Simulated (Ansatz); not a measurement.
# Calculations on HfSi₁₅

## 1. Relaxation

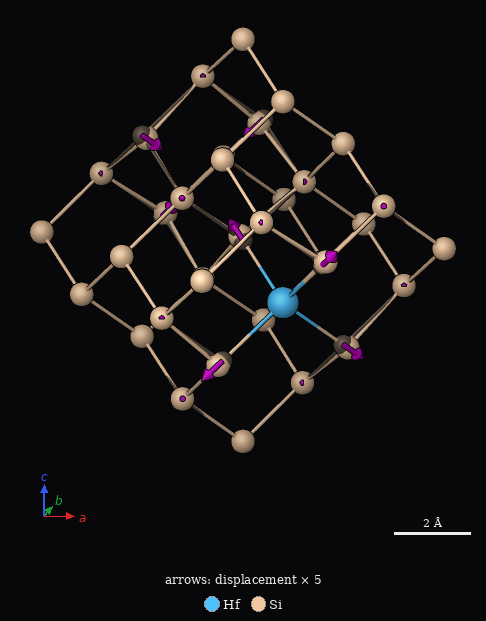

This is a relaxation of a defect cell of composition HfSi$_{15}$. The starting structure is drawn faded, the final one solid; purple arrows show the displacements, magnified 5 times.

Style: ball-and-stick. Shown: the atoms within 5.8 Å of the atom that moves most (axes of the conventional cell (4 times the calculation's cell) (origin shifted)), slightly off an axis. Lengths and directions refer to the drawn axes.

Case: Hf on a Si site (b), charge +0, atoms relaxed at the host's cell.

The calculation used DFT PBE, scalar-relativistic, plane waves, PAW in Ansatz 0.2.0.

Input
```yaml
crystal:
  lattice:
    - [0.0, 5.4700936587, -5.4700936587]
    - [5.4700936587, 5.4700936587, 0.0]
    - [5.4700936587, 0.0, -5.4700936587]
  atoms:
    - { symbol: Hf, position: [0.375, 0.375, 0.375] }
    - { symbol: Si, position: [0.375, 0.875, 0.375] }
    - { symbol: Si, position: [0.875, 0.375, 0.375] }
    - { symbol: Si, position: [0.875, 0.875, 0.375] }
    - { symbol: Si, position: [0.375, 0.375, 0.875] }
    - { symbol: Si, position: [0.375, 0.875, 0.875] }
    - { symbol: Si, position: [0.875, 0.375, 0.875] }
    - { symbol: Si, position: [0.875, 0.875, 0.875] }
    - { symbol: Si, position: [0.5, 0.5, 0.0] }
    - { symbol: Si, position: [0.5, 0.0, 0.0] }
    - { symbol: Si, position: [1.0, 0.5, 0.0] }
    - { symbol: Si, position: [1.0, 0.0, 0.0] }
    - { symbol: Si, position: [0.5, 0.5, 0.5] }
    - { symbol: Si, position: [0.5, 0.0, 0.5] }
    - { symbol: Si, position: [1.0, 0.5, 0.5] }
    - { symbol: Si, position: [1.0, 0.0, 0.5] }
  host:
    lattice:
      - [0.0, 2.7350468294, 2.7350468294]
      - [2.7350468294, 0.0, 2.7350468294]
      - [2.7350468294, 2.7350468294, 0.0]
    atoms:
      - { symbol: Si, position: [0.25, 0.25, 0.25] }
      - { symbol: Si, position: [0.0, 0.0, 0.0] }
basis:
  ecutwfc: 420
  xc_grid: 2
kpoints:
  mp_grid: { grid: [2, 2, 2], shift: [0.0, 0.0, 0.0] }
hamiltonian:
  xc: pbe
scf:
  occupations: { method: gaussian, width: 0.01 }
output:
  forces: true
  stress: false
  eigenvalues: true
  charged_corrections:
    defect_position: [0.375, 0.375, 0.375]
    epsilon: [[12.9823, 0.0, 0.0], [0.0, 12.9823, 0.0], [0.0, 0.0, 12.9823]]
  write_density: true
  write_potential: true
  elf: true
  volumetric_format: npy
relax:
  adjacent_minimum: "off"
  f_tol: 0.025
  max_steps: 45
```

Command:
```bash
ansatz run input.yaml --threads 4 --pin off --max-ram 10240MiB --backend cpu --events-out ev --progress --plain --runs-dir out
```

**Atoms of which element are displaced furthest, and by how much?**

Silicon: up to 0.17 Å, against 0.00 Å for hafnium.

**Describe the change and its energy.**

Over 3 geometry steps the energy falls by 1.041 eV per cell of the calculation. Largest force component: 1.9 eV/Å at the start, 0.019 eV/Å at the end. The largest moves, 0.17 Å, are those of Si9, Si13, Si14 and Si15. Si9 goes along [−1 1 1]. Hf stays in place. The cell doesn't change. Near-neighbour distances that change, for instance: Hf1–Si13 2.369 → 2.538 Å, Si2–Si13 2.369 → 2.333 Å, Si2–Si10 2.369 → 2.358 Å. Among the angles between lasting bonds that change: Si9–Si6–Si14 109.5° → 100.7°, Hf1–Si9–Si5 109.5° → 105.1°, Si5–Si9–Si6 109.5° → 113.5°.

Limits of the set-up: the periodic images lie only 7.7 Å apart, so the values are limited by the cell's size.

## 2. Relaxation

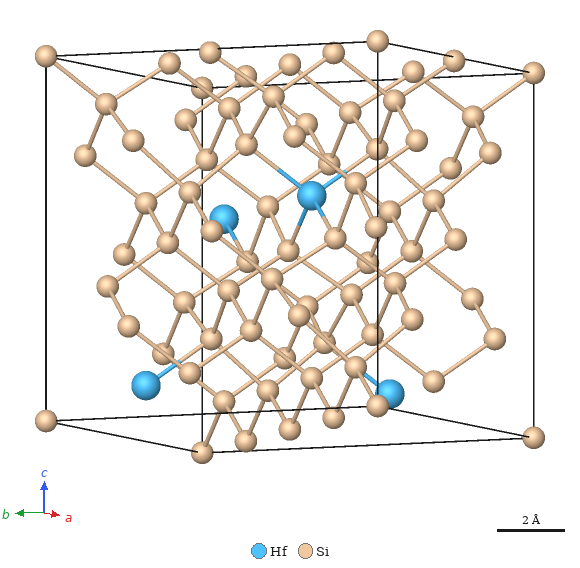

This is the input geometry for a relaxation of a defect cell of composition HfSi15 (cell charge +1). A ball-and-stick model of the conventional cell (4 times the calculation's cell), seen from a free direction. Lengths and directions refer to the drawn axes.

Case: Hf on a Si site (b), charge +1, atoms relaxed at the host's cell.

Method: DFT PBE, scalar-relativistic, plane waves, PAW (Ansatz).

Input
```yaml
crystal:
  lattice:
    - [0.0, 5.4700936587, -5.4700936587]
    - [5.4700936587, 5.4700936587, 0.0]
    - [5.4700936587, 0.0, -5.4700936587]
  atoms:
    - { symbol: Hf, position: [0.375, 0.375, 0.375], spin: 0.2 }
    - { symbol: Si, position: [0.372833788, 0.877166212, 0.372833788] }
    - { symbol: Si, position: [0.877166212, 0.372833788, 0.372833788] }
    - { symbol: Si, position: [0.877166212, 0.877166212, 0.372833788] }
    - { symbol: Si, position: [0.372833788, 0.372833788, 0.877166212] }
    - { symbol: Si, position: [0.372833788, 0.877166212, 0.877166212] }
    - { symbol: Si, position: [0.877166212, 0.372833788, 0.877166212] }
    - { symbol: Si, position: [0.875, 0.875, 0.875] }
    - { symbol: Si, position: [0.5089426083, 0.5089426083, -0.0268278248], spin: 0.2 }
    - { symbol: Si, position: [0.5012312556, -0.0004104185, -0.0004104185] }
    - { symbol: Si, position: [0.9995895815, 0.5012312556, -0.0004104185] }
    - { symbol: Si, position: [0.9995895815, -0.0004104185, -0.0004104185] }
    - { symbol: Si, position: [0.5089426083, 0.5089426083, 0.5089426083], spin: 0.2 }
    - { symbol: Si, position: [0.5089426083, -0.0268278248, 0.5089426083], spin: 0.2 }
    - { symbol: Si, position: [0.9731721752, 0.5089426083, 0.5089426083], spin: 0.2 }
    - { symbol: Si, position: [0.9995895815, -0.0004104185, 0.5012312556] }
  host:
    lattice:
      - [0.0, 2.7350468294, 2.7350468294]
      - [2.7350468294, 0.0, 2.7350468294]
      - [2.7350468294, 2.7350468294, 0.0]
    atoms:
      - { symbol: Si, position: [0.25, 0.25, 0.25] }
      - { symbol: Si, position: [0.0, 0.0, 0.0] }
total_charge: 1
basis:
  ecutwfc: 420
  xc_grid: 2
kpoints:
  mp_grid: { grid: [2, 2, 2], shift: [0.0, 0.0, 0.0] }
hamiltonian:
  xc: pbe
scf:
  occupations: { method: gaussian, width: 0.01 }
output:
  forces: true
  stress: false
  eigenvalues: true
  populations: true
  charged_corrections:
    defect_position: [0.375, 0.375, 0.375]
    epsilon: [[12.9823, 0.0, 0.0], [0.0, 12.9823, 0.0], [0.0, 0.0, 12.9823]]
  write_density: true
  write_potential: true
  elf: true
  volumetric_format: npy
magnetization:
  spin_polarized: true
relax:
  adjacent_minimum: "off"
  f_tol: 0.025
  max_steps: 45
```

Command:
```bash
ansatz run input.yaml --threads 4 --pin off --max-ram 10240MiB --backend cpu --events-out ev --progress --plain --runs-dir out
```

> What does the optimiser find from here?

The largest moves, 0.049 Å, are those of Si9, Si13, Si14 and Si15. Si15 goes along [1 −1 1]. Hf stays in place. The lattice vectors keep their values. Near-neighbour distances that change, for instance: Hf1–Si13 2.538 → 2.587 Å, Si8–Si10 2.361 → 2.345 Å, Si2–Si10 2.358 → 2.347 Å, Si2–Si13 2.333 → 2.340 Å. Among the angles between lasting bonds that change: Si13–Si2–Si14 100.7° → 97.3°. Over 2 accepted moves (3 points after the start) the energy falls by 0.101 eV per cell of the calculation. Largest force component: 0.38 eV/Å at the start, 0.0093 eV/Å at the end. 1 step only repeated the SCF at the same geometry.

Limits of the set-up: the k-point mesh is coarse for a cell with partly filled bands; the periodic images lie only 7.7 Å apart, so the values are limited by the cell's size; the cell is charged, on a uniform background, and energies carry no finite-size correction.

## 3. Defect

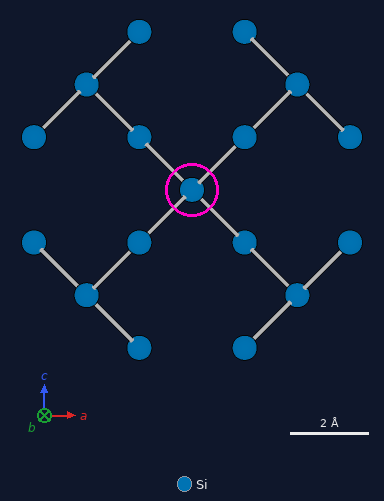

Perfect Si. A ball-and-stick model of the atoms within 5.4 Å of one point, in a slice 3.4 Å thick across the line of sight, seen along the b axis.

Computed with Ansatz 0.2.0, DFT PBE, scalar-relativistic, plane waves, PAW. Set-up: plane-wave cutoff 420 eV; k-point mesh 2 × 2 × 2; occupations gaussian; smearing width 0.01 eV; collinear spin. The cell is small and the k-mesh coarse, so the numbers are rough. A uniform background neutralises the charged cell. The axes drawn are those of the host's conventional cell.

A silicon atom is replaced by hafnium at the ringed place, in charge state −1. The supercell has 16 sites, and the atoms are relaxed at the host's cell.

### How do the neighbours respond?

In the host the Si atom has 4 Si at 2.37 Å; the Hf atom ends with 4 Si at 2.53 Å. Of the host's atoms, a silicon atom moves furthest from its site, by 0.16 Å.

The relaxed defect, seen from the same direction:

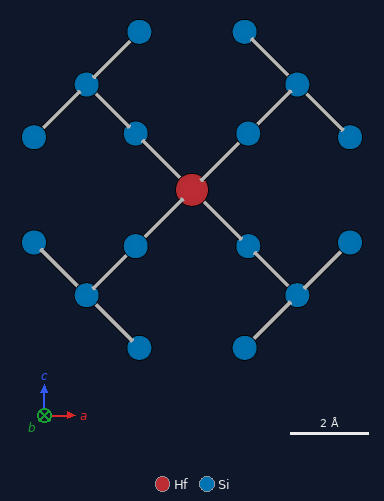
